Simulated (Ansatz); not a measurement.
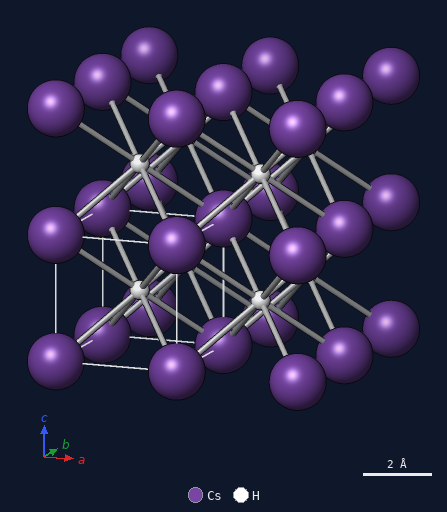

Crystalline CsH (set up in Pm-3m), before the relaxation. A ball-and-stick model of the cell of the calculation, repeated 2 × 2 × 2 with one cell outlined, seen slightly off an axis.

Computed with DFT LDA, scalar-relativistic, plane waves, PAW in Ansatz 0.2.0.

Input
```yaml
crystal:
  lattice:
    - [3.81840854, 0.0, 0.0]
    - [0.0, 3.81840854, 0.0]
    - [0.0, 0.0, 3.81840854]
  atoms:
    - { symbol: Cs, position: [0.0, 0.0, 0.0] }
    - { symbol: H, position: [0.5, 0.5, 0.5] }
basis:
  ecutwfc: 420
kpoints:
  mp_grid: { grid: [8, 8, 8] }
hamiltonian:
  xc: lda
scf:
  occupations: { method: gaussian, width: 0.02 }
output:
  forces: true
  stress: true
  eigenvalues: true
relax:
  adjacent_minimum: "off"
  f_tol: 0.005
  max_steps: 80
  cell: { stress_tol: 0.05 }
```

Q: Predict the outcome.

A: No atom moves by more than 0.005 Å relative to the cell. The drawn cell changes as follows: a = b = c 3.818 → 3.639 Å (−4.7 %); the volume changes by −13.5 %. Near-neighbour distances that change, for instance: Cs1–H2 3.307 → 3.151 Å. The space group stays Pm-3m (No. 221). After 3 accepted moves (4 points after the start) the energy has fallen by 52.2 meV per cell of the calculation. All forces vanish by symmetry, so only the cell relaxes. The pressure goes from −1.94 to 0.00 GPa. At 1 point the geometry stayed and the basis and grid were re-selected for the new cell (energy shift of 0.9 meV per cell of the calculation at most each time).

Step by step:

```
step  E − E(0), meV/atom  pressure, GPa  volume, Å³/atom                      note
   0                0.00          -1.94           27.837                          
   1              -19.66          -1.12           25.855                          
   2              -25.87           0.46           23.557                          
   3              -26.53           0.01           24.086                          
   4              -26.10           0.00           24.086  same geometry, new basis
```

After the run, drawn alike:

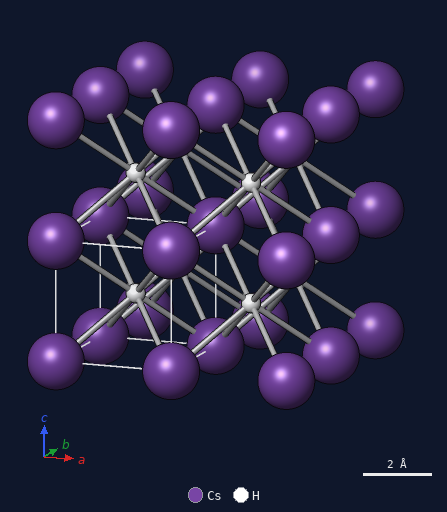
